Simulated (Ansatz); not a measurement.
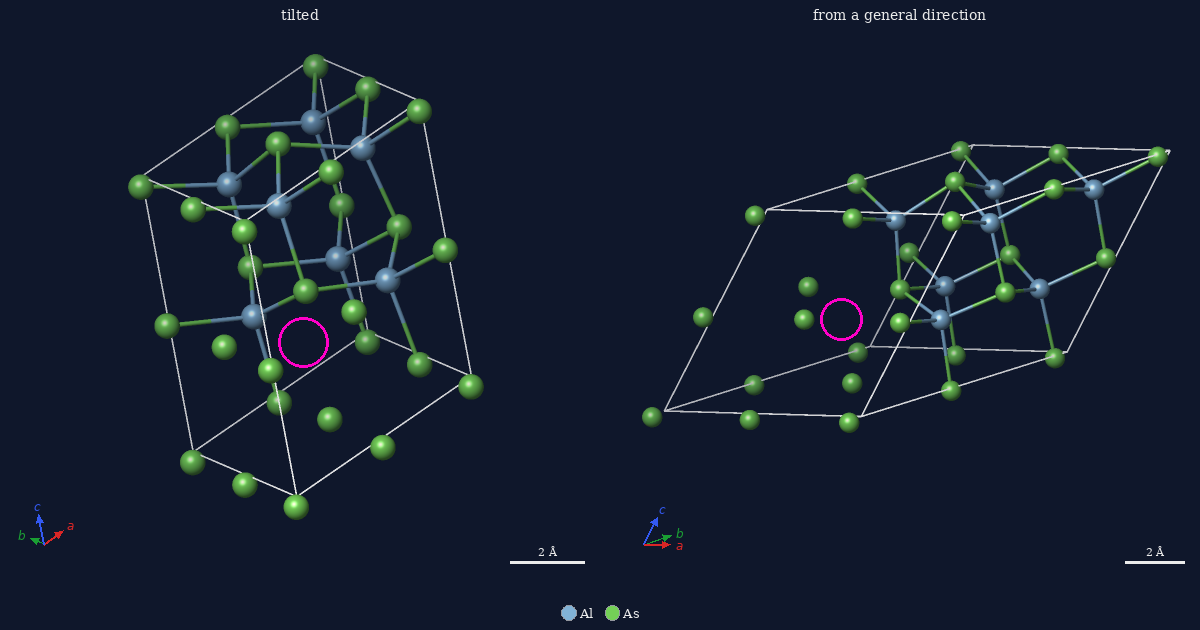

We look at a ball-and-stick model of the crystal slightly off an axis and from a general direction. Thin lines show the supercell, with boundary atoms drawn in all their periodic places. The host is AlAs, in a cell of 16 sites, and the cell carries a charge of -2. A ring marks the defect's site.

Describe the defect.

An aluminium vacancy. Around the empty site lie four As at about 2.3 Å.

Calculation details: DFT PBE, scalar-relativistic, plane waves, PAW in Ansatz 0.2.0; plane waves up to 420 eV, a 3×3×3 sampling of the Brillouin zone, Gaussian smearing of 0.01 eV, collinear spins.

Is the defect magnetic?

Yes, 0.4 μB in the cell.

The atoms were relaxed in the host's cell with DFT PBE, scalar-relativistic, plane waves, PAW (Ansatz 0.2.0).
